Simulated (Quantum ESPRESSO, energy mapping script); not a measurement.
# Spin model of CrCuO2 from collinear orders (strain in the xy plane -1 %)

How strongly do the moments of CrCuO2 couple under PBE+U (3.5/6 eV), QE, GBRV? The plan is to run several orders and fit a Heisenberg model.

Method: PBE with U = 3.5 eV on Cr d and U = 6 eV on Cu d, ortho-atomic projectors; plane waves, U on orthogonalised atomic orbitals unless named otherwise, collinear spin, no spin–orbit coupling, in Quantum ESPRESSO 7.5.

### 1. The starting structure

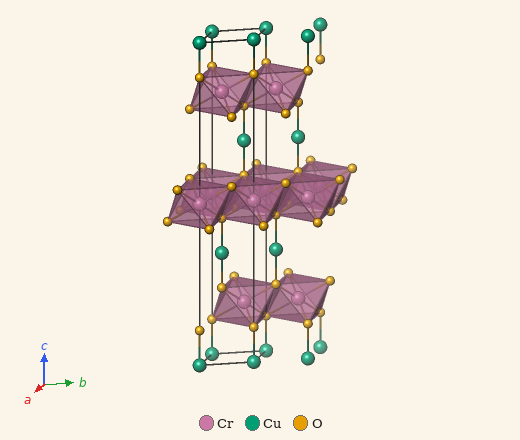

The starting structure, seen slightly off an axis (chromium pink, copper teal, oxygen orange). 1×2×1 cells are drawn. This picture shows the conventional cell, with its axes. Some periodic images of atoms are drawn too.

This cell differs from the given one by: strain in the xy plane -1 %. Atoms follow the cell and are not relaxed.

The U corrects the self-interaction that lets semilocal functionals spread d and f electrons too far. Its value here is typed, not computed. These runs use Quantum ESPRESSO.

### 2. Parallel start in cell A (8 atoms)

The parallel order is the zero of energy for this cell and mesh.

The potential files are GBRV's for PBE; pw.x takes the functional from them.

pw.in reads:

```
&control
  calculation = 'scf'
  prefix = 'pw'
  outdir = './tmp/'
  pseudo_dir = './pseudo/'
  verbosity = 'low'
/
&system
  ibrav = 0
  nat = 8
  ntyp = 3
  ecutwfc = 45
  ecutrho = 360
  nbnd = 67
  occupations = 'smearing'
  smearing = 'fd'
  degauss = 0.00367493
  nspin = 2
  starting_magnetization(1) = 0.2143
/
&electrons
  conv_thr = 2.0e-08
  electron_maxstep = 120
  mixing_beta = 0.3
  mixing_mode = 'plain'
/
ATOMIC_SPECIES
  Cr 51.9961 Cr.upf
  Cu 63.5460 Cu.upf
  O 15.9990 O.upf
CELL_PARAMETERS angstrom
  -2.94366600 0.00000000 0.00000000
  0.00000000 5.09857907 0.00000000
  1.47183300 -0.84976318 -5.70000000
ATOMIC_POSITIONS crystal
  Cr 0.25000000 0.75000000 0.50000000
  Cr 0.75000000 0.25000000 0.50000000
  Cu 0.00000000 0.00000000 0.00000000
  Cu 0.50000000 0.50000000 0.00000000
  O 0.83812000 0.94604000 0.67624000
  O 0.33812000 0.44604000 0.67624000
  O 0.66188000 0.55396000 0.32376000
  O 0.16188000 0.05396000 0.32376000
K_POINTS automatic
  7 4 7 0 0 0
HUBBARD {ortho-atomic}
U Cr-3d 3.5
U Cu-3d 6
```

Run with:

```bash
$ OMP_NUM_THREADS=1 mpirun -n 8 pw.x -nk 8 -in pw.in > pw.out
```

What it wrote:

```text
Program PWSCF v.7.5 starts
[...]
unit-cell volume          =     577.3101 (a.u.)^3
     number of atoms/cell      =            8
[...]
number of electrons       =        90.00
     number of Kohn-Sham states=           67
     kinetic-energy cutoff     =      45.0000  Ry
     charge density cutoff     =     360.0000  Ry
     scf convergence threshold =      2.0E-08
[...]
Exchange-correlation= SLA  PW   PBE  PBE
[...]
Hubbard projectors: ortho-atomic
     Hubbard parameters of DFT+U (Dudarev formulation) in eV:
[...]
atomic species   magnetization
[...]
4 Sym. Ops., with inversion, found
[...]
number of k points=    60  Fermi-Dirac smearing, width (Ry)=  0.0037
[...]
Number of occupied Hubbard levels =   22.8000
     Atomic wfc used for Hubbard projectors are orthogonalized
[...]
iteration #  1     ecut=    45.00 Ry     beta= 0.30
[...]
Number of occupied Hubbard levels =   23.9158
[...]
total energy              =   -1285.20079754 Ry
     estimated scf accuracy    <       7.76468654 Ry
     total magnetization       =     5.92 Bohr mag/cell
     absolute magnetization    =     6.22 Bohr mag/cell
     iteration #  2     ecut=    45.00 Ry     beta= 0.30
[...]
total energy              =   -1287.30795867 Ry
     estimated scf accuracy    <       2.00395493 Ry
     total magnetization       =     6.00 Bohr mag/cell
     absolute magnetization    =     6.29 Bohr mag/cell
     iteration #  3     ecut=    45.00 Ry     beta= 0.30
[...]
total energy              =   -1287.46631177 Ry
     estimated scf accuracy    <       0.25542403 Ry
     total magnetization       =     6.00 Bohr mag/cell
     absolute magnetization    =     6.32 Bohr mag/cell
     iteration #  4     ecut=    45.00 Ry     beta= 0.30
[...]
total energy              =   -1287.52307489 Ry
     estimated scf accuracy    <       0.05332802 Ry
     total magnetization       =     6.00 Bohr mag/cell
     absolute magnetization    =     6.32 Bohr mag/cell
     iteration #  5     ecut=    45.00 Ry     beta= 0.30
[...]
total energy              =   -1287.52774446 Ry
     estimated scf accuracy    <       0.00451170 Ry
     total magnetization       =     6.00 Bohr mag/cell
     absolute magnetization    =     6.34 Bohr mag/cell
     iteration #  6     ecut=    45.00 Ry     beta= 0.30
[...]
total energy              =   -1287.52893566 Ry
     estimated scf accuracy    <       0.00683767 Ry
     total magnetization       =     6.00 Bohr mag/cell
     absolute magnetization    =     6.32 Bohr mag/cell
     iteration #  7     ecut=    45.00 Ry     beta= 0.30
[...]
total energy              =   -1287.52946348 Ry
     estimated scf accuracy    <       0.00045576 Ry
     total magnetization       =     6.00 Bohr mag/cell
     absolute magnetization    =     6.32 Bohr mag/cell
     iteration #  8     ecut=    45.00 Ry     beta= 0.30
[...]
total energy              =   -1287.52955758 Ry
     estimated scf accuracy    <       0.00030629 Ry
     total magnetization       =     6.00 Bohr mag/cell
     absolute magnetization    =     6.32 Bohr mag/cell
     iteration #  9     ecut=    45.00 Ry     beta= 0.30
[...]
total energy              =   -1287.52962015 Ry
     estimated scf accuracy    <       0.00001446 Ry
     total magnetization       =     6.00 Bohr mag/cell
     absolute magnetization    =     6.31 Bohr mag/cell
     iteration # 10     ecut=    45.00 Ry     beta= 0.30
[...]
total energy              =   -1287.52961672 Ry
     estimated scf accuracy    <       0.00001667 Ry
     total magnetization       =     6.00 Bohr mag/cell
     absolute magnetization    =     6.31 Bohr mag/cell
     iteration # 11     ecut=    45.00 Ry     beta= 0.30
[...]
total energy              =   -1287.52962178 Ry
     estimated scf accuracy    <       0.00000358 Ry
     total magnetization       =     6.00 Bohr mag/cell
     absolute magnetization    =     6.31 Bohr mag/cell
     iteration # 12     ecut=    45.00 Ry     beta= 0.30
[...]
total energy              =   -1287.52962222 Ry
     estimated scf accuracy    <       0.00000060 Ry
     total magnetization       =     6.00 Bohr mag/cell
     absolute magnetization    =     6.31 Bohr mag/cell
     iteration # 13     ecut=    45.00 Ry     beta= 0.30
[...]
total energy              =   -1287.52962247 Ry
     estimated scf accuracy    <       0.00000005 Ry
     total magnetization       =     6.00 Bohr mag/cell
     absolute magnetization    =     6.31 Bohr mag/cell
     iteration # 14     ecut=    45.00 Ry     beta= 0.30
[...]
Magnetic moment per site  (integrated on atomic sphere of radius R)
     atom   1 (R=0.277)  charge= 10.8900  magn=  2.4799
     atom   2 (R=0.277)  charge= 10.8900  magn=  2.4799
     atom   3 (R=0.259)  charge= 16.2921  magn=  0.0007
     atom   4 (R=0.259)  charge= 16.2920  magn=  0.0007
     atom   5 (R=0.259)  charge=  5.1816  magn= -0.0238
     atom   6 (R=0.259)  charge=  5.1817  magn= -0.0238
     atom   7 (R=0.259)  charge=  5.1817  magn= -0.0238
     atom   8 (R=0.259)  charge=  5.1816  magn= -0.0238
     End of self-consistent calculation
     =================== HUBBARD OCCUPATIONS ===================
     ------------------------ ATOM    1 ------------------------
     Tr[ns(  1)] (up, down, total) =   3.58409  0.56724  4.15133
     Atomic magnetic moment for atom   1 =   3.01685
     SPIN  1
     eigenvalues:
       0.306  0.306  0.989  0.991  0.991
     eigenvectors (columns):
       0.000  0.000 -1.000 -0.001  0.000
      -0.000 -0.793 -0.000 -0.000 -0.610
      -0.793  0.000  0.001 -0.610  0.000
      -0.610  0.000 -0.001  0.793 -0.000
      -0.000 -0.610  0.000  0.000  0.793
     occupation matrix ns (before diag.):
       0.989 -0.000  0.000  0.000  0.000
      -0.000  0.561 -0.000  0.000 -0.331
       0.000 -0.000  0.561 -0.331  0.000
       0.000  0.000 -0.331  0.736 -0.000
[...]
SPIN  2
     eigenvalues:
[...]
eigenvectors (columns):
[...]
occupation matrix ns (before diag.):
[...]
------------------------ ATOM    2 ------------------------
     Tr[ns(  2)] (up, down, total) =   3.58409  0.56724  4.15133
     Atomic magnetic moment for atom   2 =   3.01685
     SPIN  1
     eigenvalues:
[...]
eigenvectors (columns):
[...]
occupation matrix ns (before diag.):
[...]
SPIN  2
     eigenvalues:
[...]
eigenvectors (columns):
[...]
occupation matrix ns (before diag.):
[...]
------------------------ ATOM    3 ------------------------
     Tr[ns(  3)] (up, down, total) =   4.75699  4.76090  9.51789
     Atomic magnetic moment for atom   3 =  -0.00391
     SPIN  1
     eigenvalues:
[...]
eigenvectors (columns):
[...]
occupation matrix ns (before diag.):
[...]
SPIN  2
     eigenvalues:
[...]
eigenvectors (columns):
[...]
occupation matrix ns (before diag.):
[...]
------------------------ ATOM    4 ------------------------
     Tr[ns(  4)] (up, down, total) =   4.75699  4.76090  9.51788
     Atomic magnetic moment for atom   4 =  -0.00391
     SPIN  1
     eigenvalues:
[...]
eigenvectors (columns):
[...]
occupation matrix ns (before diag.):
[...]
SPIN  2
     eigenvalues:
[...]
eigenvectors (columns):
[...]
occupation matrix ns (before diag.):
       0.855 -0.000  0.000  0.000  0.000
      -0.000  0.982 -0.000  0.000  0.000
       0.000 -0.000  0.982  0.000  0.000
       0.000  0.000  0.000  0.971 -0.000
       0.000  0.000  0.000 -0.000  0.971
     Number of occupied Hubbard levels =   27.3384
     Number of k-points >= 100: set verbosity='high' to print the bands.
     the Fermi energy is    12.2999 ev
!    total energy              =   -1287.52962257 Ry
     estimated scf accuracy    <       0.00000001 Ry
     smearing contrib. (-TS)   =      -0.00000000 Ry
     internal energy E=F+TS    =   -1287.52962257 Ry
     The total energy is F=E-TS. E is the sum of the following terms:
     one-electron contribution =    -826.45241066 Ry
     hartree contribution      =     461.72425695 Ry
     xc contribution           =    -152.50198633 Ry
     ewald contribution        =    -770.73095779 Ry
     Hubbard energy            =       0.43147525 Ry
     total magnetization       =     6.00 Bohr mag/cell
     absolute magnetization    =     6.31 Bohr mag/cell
     convergence has been achieved in  14 iterations
=------------------------------------------------------------------------------=
   JOB DONE.
=------------------------------------------------------------------------------=
```

Wall time 95 s (8 MPI ranks of Arm Neoverse V1, shared host); peak memory 1.5 GiB; 13 min of CPU time.

Spin moment in the sphere by atom:

```csv
atom,spin moment in the sphere (μB)
Cr1,2.48
Cr2,2.48
Cu3,0.00
Cu4,0.00
O5,-0.02
O6,-0.02
O7,-0.02
O8,-0.02
```

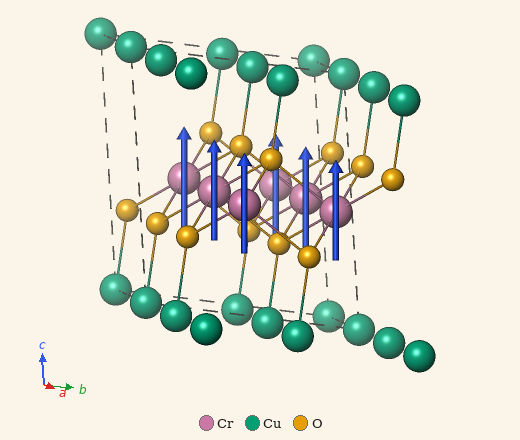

Spin moment in the sphere as arrows, the longest 2.48 μB. Up and down stand for the sign. Arrows give size and sign along the axis of quantisation, drawn up and down the page. Bonds to atoms that aren't drawn are left out. 3×1×1 cells are drawn. Some periodic images of atoms are drawn too.

The run ends ferromagnetic.

### 3. Order 2: compensated +−, cell A of 8 atoms

This order reverses 4 of the 6 neighbours at 2.94 Å and 2 of the 6 neighbours at 5.95 Å, counted for an average magnetic atom.

Changes to pw.in since step 2:

```diff
@@ -10,6 +10,6 @@
   nat = 8
-  ntyp = 3
+  ntyp = 4
   ecutwfc = 45
   ecutrho = 360
-  nbnd = 67
+  nbnd = 64
   occupations = 'smearing'
@@ -19,2 +19,3 @@
   starting_magnetization(1) = 0.2143
+  starting_magnetization(2) = -0.2143
 /
@@ -27,3 +28,4 @@
 ATOMIC_SPECIES
-  Cr 51.9961 Cr.upf
+  Cr1 51.9961 Cr.upf
+  Cr2 51.9961 Cr.upf
   Cu 63.5460 Cu.upf
@@ -35,4 +37,4 @@
 ATOMIC_POSITIONS crystal
-  Cr 0.25000000 0.75000000 0.50000000
-  Cr 0.75000000 0.25000000 0.50000000
+  Cr1 0.25000000 0.75000000 0.50000000
+  Cr2 0.75000000 0.25000000 0.50000000
   Cu 0.00000000 0.00000000 0.00000000
@@ -46,3 +48,4 @@
 HUBBARD {ortho-atomic}
-U Cr-3d 3.5
+U Cr1-3d 3.5
+U Cr2-3d 3.5
 U Cu-3d 6
```

What it wrote:

```text
[banner, memory and clock lines left out]
Program PWSCF v.7.5 starts
[...]
unit-cell volume          =     577.3101 (a.u.)^3
     number of atoms/cell      =            8
[...]
number of electrons       =        90.00
     number of Kohn-Sham states=           64
     kinetic-energy cutoff     =      45.0000  Ry
     charge density cutoff     =     360.0000  Ry
     scf convergence threshold =      2.0E-08
[...]
Exchange-correlation= SLA  PW   PBE  PBE
[...]
Hubbard projectors: ortho-atomic
     Hubbard parameters of DFT+U (Dudarev formulation) in eV:
[...]
atomic species   magnetization
[...]
4 Sym. Ops., with inversion, found ( 2 have fractional translation)
[...]
number of k points=    60  Fermi-Dirac smearing, width (Ry)=  0.0037
[...]
Number of occupied Hubbard levels =   22.8000
     Atomic wfc used for Hubbard projectors are orthogonalized
[...]
iteration #  1     ecut=    45.00 Ry     beta= 0.30
[...]
Number of occupied Hubbard levels =   23.8833
[...]
total energy              =   -1285.22655735 Ry
     estimated scf accuracy    <       7.74367284 Ry
     total magnetization       =     0.00 Bohr mag/cell
     absolute magnetization    =     5.95 Bohr mag/cell
     iteration #  2     ecut=    45.00 Ry     beta= 0.30
[...]
total energy              =   -1287.31811464 Ry
     estimated scf accuracy    <       1.88581436 Ry
     total magnetization       =    -0.00 Bohr mag/cell
     absolute magnetization    =     6.17 Bohr mag/cell
     iteration #  3     ecut=    45.00 Ry     beta= 0.30
[...]
total energy              =   -1287.46737089 Ry
     estimated scf accuracy    <       0.25074518 Ry
     total magnetization       =    -0.00 Bohr mag/cell
     absolute magnetization    =     6.26 Bohr mag/cell
[...]
total energy              =   -1287.53076451 Ry
[...]
iteration # 13     ecut=    45.00 Ry     beta= 0.30
[...]
total energy              =   -1287.53076463 Ry
     estimated scf accuracy    <       0.00000002 Ry
     total magnetization       =     0.00 Bohr mag/cell
     absolute magnetization    =     6.25 Bohr mag/cell
     iteration # 14     ecut=    45.00 Ry     beta= 0.30
[...]
Magnetic moment per site  (integrated on atomic sphere of radius R)
     atom   1 (R=0.277)  charge= 10.8861  magn=  2.4514
     atom   2 (R=0.277)  charge= 10.8861  magn= -2.4514
     atom   3 (R=0.259)  charge= 16.2921  magn= -0.0000
[...]
atom   7 (R=0.259)  charge=  5.1820  magn= -0.0084
     atom   8 (R=0.259)  charge=  5.1820  magn=  0.0084
     End of self-consistent calculation
     =================== HUBBARD OCCUPATIONS ===================
     ------------------------ ATOM    1 ------------------------
     Tr[ns(  1)] (up, down, total) =   3.56888  0.58154  4.15042
     Atomic magnetic moment for atom   1 =   2.98735
     SPIN  1
     eigenvalues:
       0.295  0.307  0.987  0.989  0.991
     eigenvectors (columns):
       0.000 -0.005 -0.981  0.000 -0.193
      -0.783  0.000 -0.000 -0.622  0.000
[...]
occupation matrix ns (before diag.):
[...]
SPIN  2
     eigenvalues:
[...]
eigenvectors (columns):
[...]
occupation matrix ns (before diag.):
[...]
------------------------ ATOM    2 ------------------------
     Tr[ns(  2)] (up, down, total) =   0.58154  3.56889  4.15043
     Atomic magnetic moment for atom   2 =  -2.98735
     SPIN  1
     eigenvalues:
[...]
eigenvectors (columns):
[...]
occupation matrix ns (before diag.):
[...]
------------------------ ATOM    3 ------------------------
     Tr[ns(  3)] (up, down, total) =   4.75896  4.75896  9.51792
     Atomic magnetic moment for atom   3 =  -0.00000
[...]
------------------------ ATOM    4 ------------------------
     Tr[ns(  4)] (up, down, total) =   4.75896  4.75896  9.51792
     Atomic magnetic moment for atom   4 =  -0.00000
     SPIN  1
     eigenvalues:
[...]
eigenvectors (columns):
[...]
occupation matrix ns (before diag.):
[...]
SPIN  2
     eigenvalues:
[...]
eigenvectors (columns):
[...]
occupation matrix ns (before diag.):
[...]
-0.000  0.000  0.000  0.971 -0.000
       0.000  0.000  0.000 -0.000  0.971
     Number of occupied Hubbard levels =   27.3367
     Number of k-points >= 100: set verbosity='high' to print the bands.
     the Fermi energy is    12.3376 ev
!    total energy              =   -1287.53076473 Ry
     estimated scf accuracy    <          2.9E-09 Ry
     smearing contrib. (-TS)   =      -0.00000000 Ry
     internal energy E=F+TS    =   -1287.53076473 Ry
     The total energy is F=E-TS. E is the sum of the following terms:
     one-electron contribution =    -826.40790330 Ry
     hartree contribution      =     461.66316294 Ry
     xc contribution           =    -152.48886377 Ry
     ewald contribution        =    -770.73095779 Ry
     Hubbard energy            =       0.43379719 Ry
     total magnetization       =    -0.00 Bohr mag/cell
     absolute magnetization    =     6.25 Bohr mag/cell
     convergence has been achieved in  14 iterations
```

Elapsed: 92 s, on 8 MPI ranks; peak memory 1.5 GiB; 12 min of CPU time.

Spin moment in the sphere by atom:

```csv
atom,spin moment in the sphere (μB)
Cr1,2.45
Cr2,-2.45
Cu3,0.00
Cu4,0.00
O5,-0.01
O6,0.01
O7,-0.01
O8,0.01
```

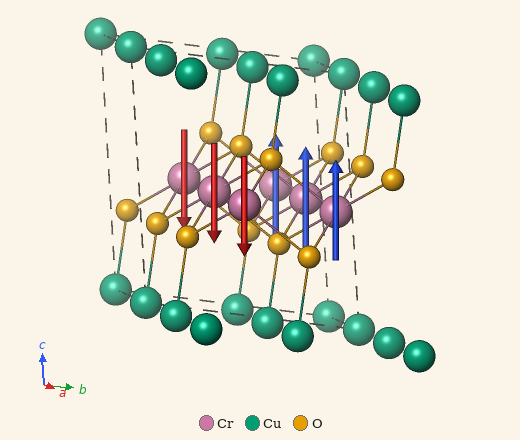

Spin moment in the sphere as arrows, the longest 2.45 μB. Up and down stand for the sign. Arrows give size and sign along the axis of quantisation, drawn up and down the page. The two directions have two colours. Bonds to atoms that aren't drawn are left out. 3×1×1 cells are drawn. Some periodic images of atoms are drawn too.

The run ends antiferromagnetic, 7.77 meV a magnetic atom below the parallel order of its cell.

### 4. Run 3 (parallel; cell B, 8 atoms)

A new cell needs its own zero of energy.

This run holds the same structure in another cell (b 5.099 → 2.944 Å, c 5.948 → 11.526 Å, α 98.2 → 82.7°, β 104.3 → 82.7°, γ 90.0 → 60.0°).

pw.in reads:

```
&control
  calculation = 'scf'
  prefix = 'pw'
  outdir = './tmp/'
  pseudo_dir = './pseudo/'
  verbosity = 'low'
/
&system
  ibrav = 0
  nat = 8
  ntyp = 3
  ecutwfc = 45
  ecutrho = 360
  nbnd = 67
  occupations = 'smearing'
  smearing = 'fd'
  degauss = 0.00367493
  nspin = 2
  starting_magnetization(1) = 0.2143
/
&electrons
  conv_thr = 2.0e-08
  electron_maxstep = 120
  mixing_beta = 0.3
  mixing_mode = 'plain'
/
ATOMIC_SPECIES
  Cr 51.9961 Cr.upf
  Cu 63.5460 Cu.upf
  O 15.9990 O.upf
CELL_PARAMETERS angstrom
  1.47183300 -2.54928954 0.00000000
  2.94366600 0.00000000 0.00000000
  1.47183300 -0.84976318 11.40000000
ATOMIC_POSITIONS crystal
  Cr 0.75000000 0.75000000 0.75000000
  Cr 0.25000000 0.25000000 0.25000000
  Cu 0.00000000 0.00000000 0.00000000
  Cu 0.50000000 0.50000000 0.50000000
  O 0.94604000 0.94604000 0.16188000
  O 0.44604000 0.44604000 0.66188000
  O 0.55396000 0.55396000 0.33812000
  O 0.05396000 0.05396000 0.83812000
K_POINTS automatic
  8 8 8 0 0 0
HUBBARD {ortho-atomic}
U Cr-3d 3.5
U Cu-3d 6
```

What it wrote:

```text
[banner, memory and clock lines left out]
Program PWSCF v.7.5 starts
[...]
unit-cell volume          =     577.3101 (a.u.)^3
     number of atoms/cell      =            8
[...]
number of electrons       =        90.00
     number of Kohn-Sham states=           67
     kinetic-energy cutoff     =      45.0000  Ry
     charge density cutoff     =     360.0000  Ry
[...]
The total energy is F=E-TS. E is the sum of the following terms:
     one-electron contribution =    -826.45394108 Ry
     hartree contribution      =     461.72594452 Ry
     xc contribution           =    -152.50214491 Ry
     ewald contribution        =    -770.73095725 Ry
     Hubbard energy            =       0.43146892 Ry
     total magnetization       =     6.00 Bohr mag/cell
     absolute magnetization    =     6.31 Bohr mag/cell
     convergence has been achieved in  15 iterations
[key lines of the parts left out:]
!    total energy              =   -1287.52962981 Ry
the Fermi energy is    12.3350 ev
```

It took 1.9 min on 8 MPI ranks; peak memory 1.6 GiB; 15 min of CPU time.

The run ends ferromagnetic. For each magnetic atom its energy differs from the parallel run of the first cell by -0.05 meV, an error that one common reference would have brought in.

(Part 1 of 2 ends here.)

[Logs and program files are shortened in this print: banners, set-up blocks, solver, clock and traceback lines can be left out without a mark of their own.]

[Logs are printed without paths, hosts, clocks, repeated set-up lines and the standing remarks that a program may print on its own settings, such as how far it seeks lower states.]

[Hosts, paths, dates, database ids (printed as entryN), source tags and the programs' standing remarks are cut or masked in the printed files.]

[Where a cell is said to come from a database of computed structures, the database is the Materials Project.]
